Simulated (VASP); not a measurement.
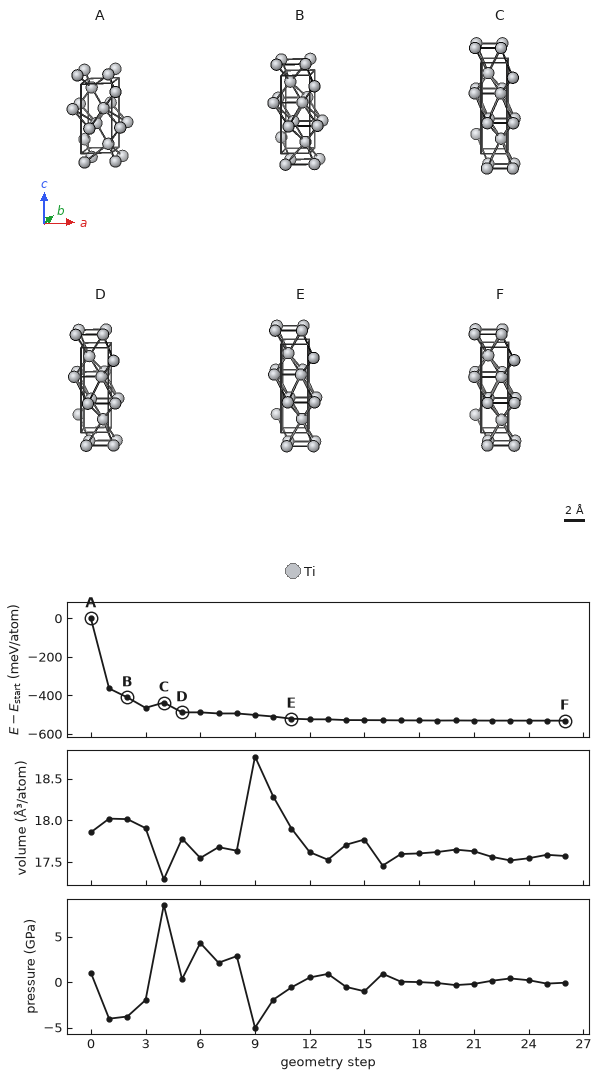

Frames of a relaxation of solid Ti (a generated structure, set up in Cmce), marked on the history of the run. The picture is a ball-and-stick view of the cell of the calculation, seen slightly off an axis.

The run lets cell and atoms move.

The calculation used Kohn-Sham DFT of a periodic cell, PBE, VASP PAW PBE potentials, recommended (VASP).

Input
```
SYSTEM = Ti
PREC     = Accurate       ! precision mode
ENCUT    = 600            ! plane-wave cutoff, eV
EDIFF    = 1E-6           ! SCF threshold, eV
ISMEAR   = 0              ! smearing method
SIGMA    = 0.1            ! smearing width, eV
LREAL    = .FALSE.        ! projectors in reciprocal space
LASPH    = .TRUE.         ! aspherical terms in the spheres
NELM     = 100            ! most SCF steps
ALGO     = Normal         ! electronic algorithm
ISIF     = 3              ! what is computed and relaxed
LWAVE    = .FALSE.        ! write WAVECAR
LCHARG   = .FALSE.        ! write CHGCAR
GGA      = PE             ! functional
IBRION   = 2              ! ionic algorithm
NSW      = 90             ! ionic steps
EDIFFG   = -0.04          ! ionic threshold
```

Run as
```bash
cat potpaw_PBE.64/Ti_sv/POTCAR > POTCAR
mpirun -np 1 vasp_std > vasp.out
```

### Describe the path.

The energy falls by 531 meV per atom in 26 geometry steps. The largest force component goes from 2 to 0.025 eV/Å. Pressure: 1.03 GPa at the start and −0.07 GPa at the end. The largest moves relative to the cell, 0.42 Å, are those of Ti atoms. Cell: a = b 3.256 → 2.793 Å (−14.2 %), c 7.323 → 9.012 Å (+23.1 %), γ 66.9° → 89.2°. Volume −1.6 %. Near-neighbour distances that change, for instance: Ti–Ti 2.024 → 3.137 Å, Ti–Ti 3.343 → 2.841 Å, Ti–Ti 3.256 → 2.793 Å, Ti–Ti 2.649 → 2.822 Å. Among the angles between lasting bonds that change: Ti–Ti–Ti 111.3° → 77.5°, Ti–Ti–Ti 103.6° → 123.5°, Ti–Ti–Ti 81.6° → 97.1°. The space group stays Cmce (No. 64). From step 0 to 2: Ti atoms move most (0.18 Å), volume +0.9 %, energy −410 meV per atom. From step 2 to 4: Ti atoms move most (0.28 Å), volume −4.0 %, energy −26.9 meV per atom. From step 4 to 5: Ti atoms move most (0.12 Å), volume +2.8 %, energy −50.7 meV per atom. From step 5 to 11: Ti atoms move most (0.05 Å), volume +0.7 %, energy −33.0 meV per atom. From step 11 to 26: Ti atoms move most (0.07 Å), volume −1.8 %, energy −10.1 meV per atom.
